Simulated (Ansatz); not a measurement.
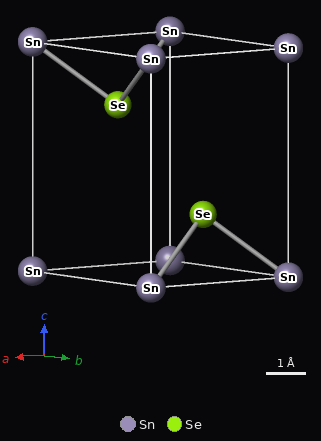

Phonons of crystalline SnSe$_{2}$, space group P-3m1 (No. 164), at the zone centre. The picture is a ball-and-stick view of the cell of the calculation, seen from a free direction.

Level of theory: DFT PBE+D3(BJ), scalar-relativistic, plane waves, PAW (Ansatz 0.2.0). (plane-wave cutoff 420 eV; k-point mesh 12 × 12 × 6; occupations gaussian; smearing width 0.03 eV; no spin polarisation)

Frequencies are those without the non-analytic (LO–TO) term.

Which optical modes does it have, at what frequencies, and is it stable there?

The calculation's cell holds 3 atoms, so there are 6 optical modes, in 4 levels. The optical modes span E_g + E_u + A₁g + A₂u. No level is unstable.

```csv
level,symmetry,frequency (cm⁻¹),activity
1,E_g,123,Raman-active
2,E_u,142,infrared-active
3,A₁g,181,Raman-active
4,A₂u,240,infrared-active
```

The displacement patterns (one member of each degenerate set):

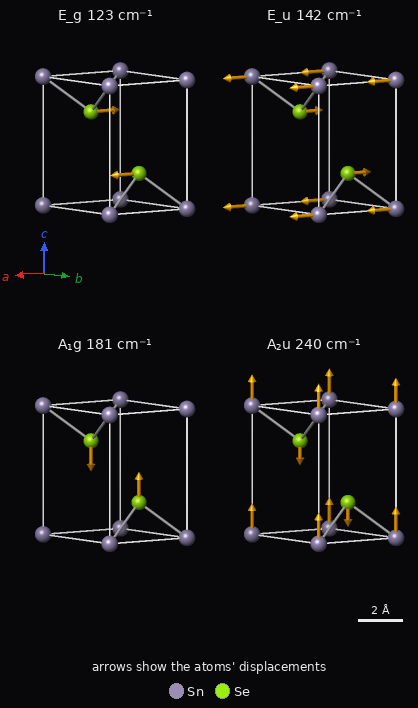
